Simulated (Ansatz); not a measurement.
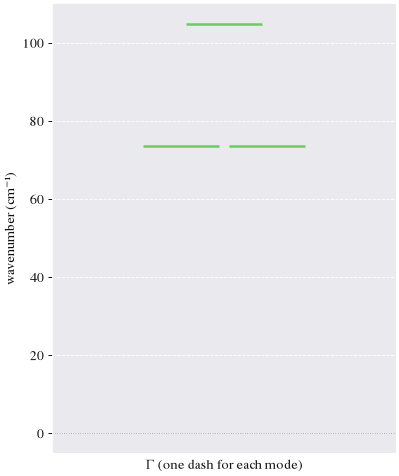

The picture above shows the zone-centre optical phonon frequencies (the three acoustic modes are left out) for Hf, space group P6_3/mmc (No. 194).

The given structure:
```yaml
crystal:
  lattice:
    - [3.20317, 0.00000, 0.00000]
    - [-1.60158, 2.77402, 0.00000]
    - [0.00000, 0.00000, 5.08134]
  atoms:
    - { symbol: Hf, position: [0.33333, 0.66667, 0.25000] }
    - { symbol: Hf, position: [0.66667, 0.33333, 0.75000] }
```

Computed with Ansatz 0.2.0: harmonic phonon frequencies at the zone centre with atoms at rest in the given cell, without the long-range term of polar modes, the three translations left out, imaginary frequencies are negative; plane waves with PAW datasets, Γ-centred k mesh. Level: PBE, no spin polarisation.

wave cutoff 420 eV; k mesh 18×18×8; occupations Fermi–Dirac; smearing width 0.15 eV; pressure 0 GPa; phonon method linear response.

Are there unstable modes?

Answer. No frequency is imaginary, so the structure is stable to these displacements (zone-boundary modes weren't tested here).

What is the highest frequency?

Answer. The highest mode lies at 104.8 cm⁻¹.

List the optical modes with their degeneracies.

Answer. 73.4 (×2), 104.8 cm⁻¹.

Limits of the calculation: metal sensitive to the k mesh.
